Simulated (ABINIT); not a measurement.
## Run report: CuO, single-point calculation

System: CuO (4 atoms in the cell).
Method: Kohn-Sham DFT of a periodic cell, PBE, SPMS NC PBE v1.0, no spin polarisation (ABINIT 10.8.3).

The structure was built on a prototype by a generator; it need not be a known phase.

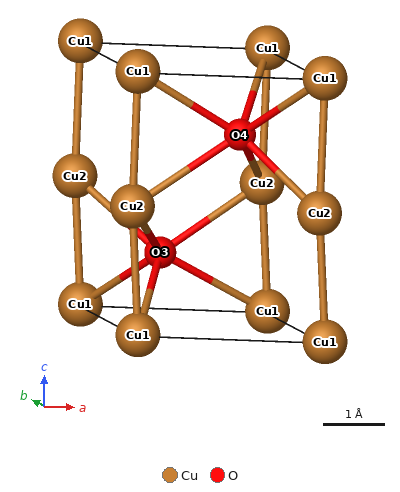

The structure (ball-and-stick view of the cell of the calculation, seen slightly off an axis; atoms are numbered from 1 in the order of the input). An atom can appear more than once, as a periodic image. Near neighbours in the periodic cell (some may lie outside the picture): Cu has 2 Cu at 2.17 to 2.26 Å and 6 O at 2.08 to 2.23 Å; O has 6 Cu at 2.08 to 2.23 Å.

**Results in brief**

| quantity | value |
| --- | --- |
| outcome | converged |
| space group (tolerance 0.01 Å) | P1 (1) |
| electrons treated | 50 |
| free energy | −10832.5769 eV |
| Fermi energy | 5.065 eV |
| gap on the k-point mesh | none (metallic) |
| pressure | 7.00 GPa |
| largest force (length of the vector) | 1.060 eV/Å |
| hardware | 4 threads of Arm Neoverse V2, 24 GiB of memory available, shared host |
| wall time | 54 s (CPU time 3.6 min) |
| peak memory | 0.32 GiB |

**Remarks**

The run has no spin polarisation, so a magnetic state may lie lower.

**The input**
```
# Pseudopotentials
pp_dirpath "./"
pseudos "29_Cu_19_1.7_1.9_pbe_n_v1.0.psp8, 08_O_6_1.2_1.4_pbe_n_v1.0.psp8"

# Structure
acell 3.1795331 3.1795331028 4.43149073 Angstrom
rprim
     1.0000000000     0.0000000000     0.0000000000
    -0.4999999996     0.8660254040     0.0000000000
     0.0000000000     0.0000000000     1.0000000000
ntypat 2
znucl 29 8
natom 4
typat 1 1 2 2
xcart
     0.0241056302     0.0373134433     0.0193966349
    -0.0573651362    -0.0139715454     2.1882878484
     0.0077278552     1.8195583562     1.1089185143
     1.5718594196     0.8754877630     3.3052539499 Angstrom
chkprim 0
chksymtnons 0
tolsym 1.0e-6

# Plane-wave basis
ecut 40.0

# k points
kptopt 1
ngkpt 5 5 3
nshiftk 1
shiftk 0.0 0.0 0.0

# Exchange and correlation
ixc 11

# Bands and occupations
nband 30
occopt 4
tsmear 0.00367493

# SCF cycle
nstep 100
tolvrs 1.0e-10

# Output
iomode 3
prtwf 0
prtden 0
prteig 0
prtebands 0
enunit 1
```

Run as:
```bash
mpirun --bind-to none -np 4 abinit run.abi > log 2>&1
```

**What the program printed**
```
.Version 10.8.3 of ABINIT
 Symmetries : space group P1 (#  1); Bravais aP (primitive triclinic)
================================================================================
 Values of the parameters that define the memory need of the present run
     intxc =       0    ionmov =       0      iscf =       7    lmnmax =       6
     lnmax =       6     mgfft =      48  mpssoang =       3    mqgrid =    3001
     natom =       4  nloc_mem =       1    nspden =       1   nspinor =       1
    nsppol =       1      nsym =       1    n1xccc =    2501    ntypat =       2
    occopt =       4   xclevel =       2
       mpw =        3204          nfft =       62208          nkpt =          38
================================================================================
================================================================================

--------------------------------------------------------------------------------
------------- Echo of variables that govern the present computation ------------
--------------------------------------------------------------------------------
 -outvars: echo values of preprocessed input variables --------
            acell      6.0084467673E+00  6.0084467725E+00  8.3743038092E+00 Bohr
              amu      6.35460000E+01  1.59994000E+01
          chkprim           0
      chksymtnons           0
             ecut      4.00000000E+01 Hartree
           enunit           1
              ixc          11
         kptrlatt        5    0    0      0    5    0      0    0    3
          kptrlen      2.51229114E+01
            natom           4
            nband          30
            ngfft          36      36      48
             nkpt          38
            nstep         100
             nsym           1
           ntypat           2
           occopt           4
           prtden           0
        prtebands           0
           prteig           0
            prtwf           0
            rprim      1.0000000000E+00  0.0000000000E+00  0.0000000000E+00
                      -4.9999999960E-01  8.6602540400E-01  0.0000000000E+00
                       0.0000000000E+00  0.0000000000E+00  1.0000000000E+00
          spgroup           1
           tolsym      1.00000000E-06
           tolvrs      1.00000000E-10
           tsmear      3.67493000E-03 Hartree
            typat      1  1  2  2
           xangst      2.4105630200E-02  3.7313443300E-02  1.9396634900E-02
                      -5.7365136200E-02 -1.3971545400E-02  2.1882878484E+00
                       7.7278552000E-03  1.8195583562E+00  1.1089185143E+00
                       1.5718594196E+00  8.7548776300E-01  3.3052539499E+00
            xcart      4.5553039170E-02  7.0512188652E-02  3.6654327725E-02
                      -1.0840439659E-01 -2.6402394362E-02  4.1352647181E+00
                       1.4603529869E-02  3.4384669633E+00  2.0955522880E+00
                       2.9703838115E+00  1.6544320987E+00  6.2460247419E+00
             xred      1.4356999998E-02  1.3550999994E-02  4.3769999943E-03
                      -2.0579000008E-02 -5.0740000087E-03  4.9380399999E-01
                       3.3283200004E-01  6.6080300002E-01  2.5023600000E-01
                       6.5334200003E-01  3.1794800002E-01  7.4585600000E-01
            znucl       29.00000    8.00000

================================================================================

 chkinp: Checking input parameters for consistency.

================================================================================
== DATASET  1 ==================================================================

--- !DatasetInfo
iteration_state: {dtset: 1, }
dimensions: {natom: 4, nkpt: 38, mband: 30, nsppol: 1, nspinor: 1, nspden: 1, mpw: 3204, }
cutoff_energies: {ecut:  40.0, pawecutdg:  -1.0, }
electrons: {nelect:   5.00000000E+01, charge:   0.00000000E+00, occopt:   4.00000000E+00, tsmear:   3.67493000E-03, }
meta: {optdriver: 0, ionmov: 0, optcell: 0, iscf: 7, paral_kgb: 0, }
...

 Exchange-correlation functional for the present dataset will be:
  GGA: Perdew-Burke-Ernzerhof functional - ixc=11
  J.P.Perdew, K.Burke, M.Ernzerhof, PRL 77, 3865 (1996)

 Real(R)+Recip(G) space primitive vectors, cartesian coordinates (Bohr,Bohr^-1):
 R(1)=  6.0084468  0.0000000  0.0000000  G(1)=  0.1664324  0.0960898  0.0000000
 R(2)= -3.0042234  5.2034675  0.0000000  G(2)=  0.0000000  0.1921795  0.0000000
 R(3)=  0.0000000  0.0000000  8.3743038  G(3)=  0.0000000  0.0000000  0.1194129
 Unit cell volume ucvol=  2.6182058E+02 bohr^3
 Angles (23,13,12)=  9.00000000E+01  9.00000000E+01  1.20000000E+02 degrees

 getcut: wavevector=  0.0000  0.0000  0.0000  ngfft=  36  36  48
         ecut(hartree)=     40.000   => boxcut(ratio)=   2.01325

--- Pseudopotential description ------------------------------------------------
- pspini: atom type   1  psp file is ./29_Cu_19_1.7_1.9_pbe_n_v1.0.psp8
    8   11    2    4       600   0.00000      pspcod,pspxc,lmax,lloc,mmax,r2well
    5.99000000000000    3.50000000000000    0.00000000000000   rchrg,fchrg,qchrg
     nproj     2     2     2
     extension_switch     1

- pspini: atom type   2  psp file is ./08_O_6_1.2_1.4_pbe_n_v1.0.psp8
    8   11    2    4       600   0.00000      pspcod,pspxc,lmax,lloc,mmax,r2well
    5.99000000000000    4.00000000000000    0.00000000000000   rchrg,fchrg,qchrg
     nproj     2     2     1
     extension_switch     1

   3.97752341E+03                                ecore*ucvol(ha*bohr**3)
--------------------------------------------------------------------------------

================================================================================

--- !BeginCycle
iteration_state: {dtset: 1, }
solver: {iscf: 7, nstep: 100, nline: 4, wfoptalg: 0, }
tolerances: {tolvrs: 1.00E-10, }
...

     iter   Etot(hartree)      deltaE(h)  residm     vres2
 ETOT  1  -396.10453172497    -3.961E+02 3.705E-01 4.758E+03
 ETOT  2  -394.34290981383     1.762E+00 1.148E-01 1.547E+04
 ETOT  3  -397.91867407080    -3.576E+00 8.532E-02 7.430E+02
 ETOT  4  -398.02114738588    -1.025E-01 3.041E-02 2.746E+02
 ETOT  5  -398.07447423609    -5.333E-02 5.889E-03 7.709E+01
 ETOT  6  -398.08704881335    -1.257E-02 2.597E-03 1.326E+01
 ETOT  7  -398.08482578875     2.223E-03 2.281E-03 3.038E+01
 ETOT  8  -398.08827454512    -3.449E-03 5.304E-04 9.455E+00
 ETOT  9  -398.08985621578    -1.582E-03 3.119E-04 1.207E-02
 ETOT 10  -398.08985621028     5.503E-09 7.861E-05 2.023E-02
 ETOT 11  -398.08985908617    -2.876E-06 7.327E-05 2.409E-03
 ETOT 12  -398.08985948381    -3.976E-07 5.326E-05 1.289E-05
 ETOT 13  -398.08985948534    -1.529E-09 5.891E-05 7.845E-06
 ETOT 14  -398.08985948680    -1.458E-09 3.928E-05 7.270E-07
 ETOT 15  -398.08985948692    -1.251E-10 4.576E-05 1.738E-08
 ETOT 16  -398.08985948693    -7.958E-12 3.029E-05 1.498E-08
 ETOT 17  -398.08985948693     1.478E-12 3.460E-05 5.542E-10
 ETOT 18  -398.08985948693    -5.116E-13 2.284E-05 3.884E-11

 At SCF step   18       vres2   =  3.88E-11 < tolvrs=  1.00E-10 =>converged.

 Cartesian components of stress tensor (hartree/bohr^3)
  sigma(1 1)=  3.17264537E-04  sigma(3 2)= -5.16736240E-07
  sigma(2 2)=  2.69961497E-04  sigma(3 1)=  1.34973274E-05
  sigma(3 3)= -1.30051761E-03  sigma(2 1)=  1.46515074E-05

--- !ResultsGS
iteration_state: {dtset: 1, }
comment   : Summary of ground state results
lattice_vectors:
- [  6.0084468,   0.0000000,   0.0000000, ]
- [ -3.0042234,   5.2034675,   0.0000000, ]
- [  0.0000000,   0.0000000,   8.3743038, ]
lattice_lengths: [   6.00845,    6.00845,    8.37430, ]
lattice_angles: [ 90.000,  90.000, 120.000, ] # degrees, (23, 13, 12)
lattice_volume:   2.6182058E+02
convergence: {deltae: -5.116E-13, res2:  3.884E-11, residm:  2.284E-05, diffor: null, }
etotal    :  -3.98089859E+02
entropy   :   0.00000000E+00
fermie    :   1.86153520E-01
cartesian_stress_tensor: # hartree/bohr^3
- [  3.17264537E-04,   1.46515074E-05,   1.34973274E-05, ]
- [  1.46515074E-05,   2.69961497E-04,  -5.16736240E-07, ]
- [  1.34973274E-05,  -5.16736240E-07,  -1.30051761E-03, ]
pressure_GPa:   6.9953E+00
xred      :
- [  1.4357E-02,   1.3551E-02,   4.3770E-03, Cu]
- [ -2.0579E-02,  -5.0740E-03,   4.9380E-01, Cu]
- [  3.3283E-01,   6.6080E-01,   2.5024E-01,  O]
- [  6.5334E-01,   3.1795E-01,   7.4586E-01,  O]
cartesian_forces: # hartree/bohr
- [  1.91326714E-03,  -1.23799296E-03,  -2.04705827E-02, ]
- [ -1.75537056E-04,  -2.84306690E-03,   2.04071197E-02, ]
- [ -1.13813123E-03,   2.14798682E-03,  -1.08733556E-03, ]
- [ -5.99598847E-04,   1.93307304E-03,   1.15079858E-03, ]
force_length_stats: {min:   2.32822411E-03, max:   2.06049600E-02, mean:   1.15483017E-02, }
...

 Integrated electronic density in atomic spheres:
 ------------------------------------------------
 Atom  Sphere_radius  Integrated_density
    1        2.00000         17.29442524
    2        2.00000         17.28825152
    3        2.00000          6.08027996
    4        2.00000          6.05709475
================================================================================

 ----iterations are completed or convergence reached----

 Mean square residual over all n,k,spin=   74.580E-09; max=  22.842E-06
 reduced coordinates (array xred) for    4 atoms
       0.014356999998      0.013550999994      0.004376999994
      -0.020579000008     -0.005074000009      0.493803999992
       0.332832000037      0.660803000020      0.250235999997
       0.653342000028      0.317948000019      0.745855999997
 rms dE/dt=  7.0514E-02; max dE/dt=  1.7135E-01; dE/dt below (all hartree)
    1      -0.011506932471      0.012202112001      0.171352742467
    2       0.001043536332      0.014278827760     -0.170969556220
    3       0.006827232202     -0.014583806180      0.009031542148
    4       0.003591489029     -0.011847637711     -0.009711273067

 cartesian coordinates (angstrom) at end:
    1      0.02410563020000     0.03731344330000     0.01939663490000
    2     -0.05736513620000    -0.01397154540000     2.18828784840000
    3      0.00772785520000     1.81955835620000     1.10891851430000
    4      1.57185941960000     0.87548776300000     3.30525394990000

 cartesian forces (hartree/bohr) at end:
    1      0.00191326713699    -0.00123799295503    -0.02047058269448
    2     -0.00017553705645    -0.00284306689689     0.02040711967771
    3     -0.00113813123313     0.00214798681639    -0.00108733555927
    4     -0.00059959884741     0.00193307303553     0.00115079857605
 frms,max,avg= 8.4720839E-03 2.0470583E-02   1.859E-06 -1.305E-06  8.853E-06 h/b

 cartesian forces (eV/Angstrom) at end:
    1      0.09838415188537    -0.06366015731180    -1.05263968530936
    2     -0.00902647836761    -0.14619637791072     1.04937628577620
    3     -0.05852506110684     0.11045392308533    -0.05591304253618
    4     -0.03083261241093     0.09940261213719     0.05917644206934
 frms,max,avg= 4.3565207E-01 1.0526397E+00   9.559E-05 -6.710E-05  4.552E-04 e/A
 length scales=  6.008446767259  6.008446772550  8.374303809199 bohr
              =  3.179533100000  3.179533102800  4.431490730000 angstroms
 Fermi (or HOMO) energy (eV) =   5.06550   Average Vxc (eV)= -12.69962
 Eigenvalues (   eV  ) for nkpt=  38  k points:
 kpt#   1, nband= 30, wtk=  0.01333, kpt=  0.0000  0.0000  0.0000 (reduced coord)
-107.14404 -107.08354  -64.74334  -64.54225  -64.51514  -64.48820  -64.46168  -64.45308
 -14.14811  -12.56388   -1.47490   -0.32118   -0.23289    0.88854    2.15098    2.20410
   2.53961    2.64125    2.88674    2.93937    3.54269    3.74442    3.80078    5.05522
   5.68128    5.74594    6.47575   10.15206   16.42643   17.18485
 prteigrs : prtvol=0 or 1, do not print more k-points.

--- !EnergyTerms
iteration_state     : {dtset: 1, }
comment             : Components of total free energy in Hartree
kinetic             :  1.79094057827802E+02
hartree             :  1.23375997474441E+02
xc                  : -5.16076015174340E+01
Ewald energy        : -2.49959509994943E+02
psp_core            :  1.51917905308738E+01
local_psp           : -2.98977024082112E+02
non_local_psp       : -1.15207612954367E+02
internal            : -3.98089902715740E+02
'-kT*entropy'       :  4.32288115839922E-05
total_energy        : -3.98089859486929E+02
total_energy_eV     : -1.08325769271071E+04
band_energy         : -4.37660255579852E+01
...

 Cartesian components of stress tensor (hartree/bohr^3)
  sigma(1 1)=  3.17264537E-04  sigma(3 2)= -5.16736240E-07
  sigma(2 2)=  2.69961497E-04  sigma(3 1)=  1.34973274E-05
  sigma(3 3)= -1.30051761E-03  sigma(2 1)=  1.46515074E-05

-Cartesian components of stress tensor (GPa)         [Pressure=  6.9953E+00 GPa]
- sigma(1 1)=  9.33424495E+00  sigma(3 2)= -1.52029051E-02
- sigma(2 2)=  7.94254146E+00  sigma(3 1)=  3.97105081E-01
- sigma(3 3)= -3.82625491E+01  sigma(2 1)=  4.31062229E-01

== END DATASET(S) ==============================================================
================================================================================

 -outvars: echo values of variables after computation  --------
            acell      6.0084467673E+00  6.0084467725E+00  8.3743038092E+00 Bohr
           etotal     -3.9808985949E+02
            fcart      1.9132671370E-03 -1.2379929550E-03 -2.0470582694E-02
                      -1.7553705645E-04 -2.8430668969E-03  2.0407119678E-02
                      -1.1381312331E-03  2.1479868164E-03 -1.0873355593E-03
                      -5.9959884741E-04  1.9330730355E-03  1.1507985760E-03
            rprim      1.0000000000E+00  0.0000000000E+00  0.0000000000E+00
                      -4.9999999960E-01  8.6602540400E-01  0.0000000000E+00
                       0.0000000000E+00  0.0000000000E+00  1.0000000000E+00
           strten      3.1726453739E-04  2.6996149726E-04 -1.3005176094E-03
                      -5.1673623982E-07  1.3497327355E-05  1.4651507360E-05
           xangst      2.4105630200E-02  3.7313443300E-02  1.9396634900E-02
                      -5.7365136200E-02 -1.3971545400E-02  2.1882878484E+00
                       7.7278552000E-03  1.8195583562E+00  1.1089185143E+00
                       1.5718594196E+00  8.7548776300E-01  3.3052539499E+00
             xred      1.4356999998E-02  1.3550999994E-02  4.3769999943E-03
                      -2.0579000008E-02 -5.0740000087E-03  4.9380399999E-01
                       3.3283200004E-01  6.6080300002E-01  2.5023600000E-01
                       6.5334200003E-01  3.1794800002E-01  7.4585600000E-01
 Calculation completed.
```

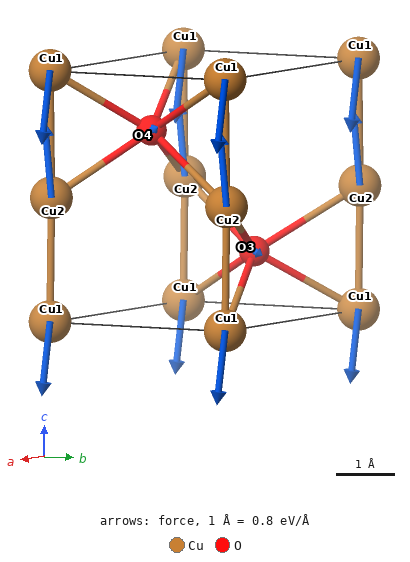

Forces on the atoms as blue arrows (ball-and-stick view of the cell of the calculation, seen at an oblique angle; atoms are numbered from 1 in the order of the input). The largest act on Cu1, Cu2 (1.06 eV/Å). The geometry is not a stationary point of this energy.
